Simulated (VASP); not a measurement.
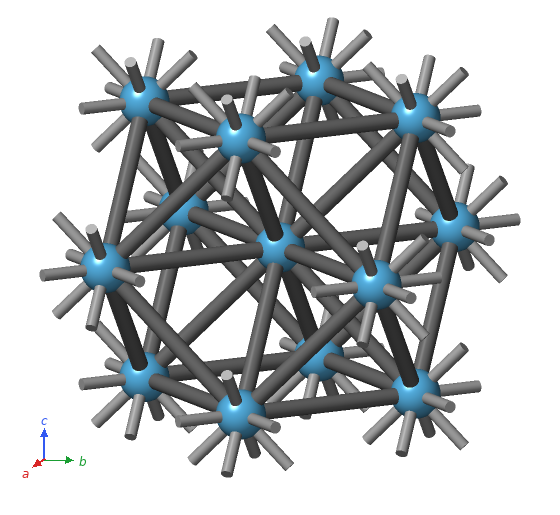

The picture shows a finite piece of the underlying net of a crystal structure, nodes on the atoms' positions. Nodes are coloured by topological kind. Short stubs are edges that leave the cut-out.

Question: What net is this?

Answer: A uninodal 12-connected, three-periodic net. It is the fcu net, known from cubic close packing.

Question: Give point symbol and coordination sequence.

Answer: 3²⁴·4³⁶·5⁶, sequence 12, 42, 92, 162, 252.

The net was derived as follows. Pb (space group Fm-3m, No. 225): coordinates from a relaxation with VASP Kohn-Sham DFT of a periodic cell, PBE0, VASP PAW PBE potentials, recommended in VASP. Bonds are taken as Pb–Pb below 3.9 Å. The graph is simplified in the usual way: terminal and isolated atoms are pruned, two-connected atoms become edges. Pb is a 12-connected node.
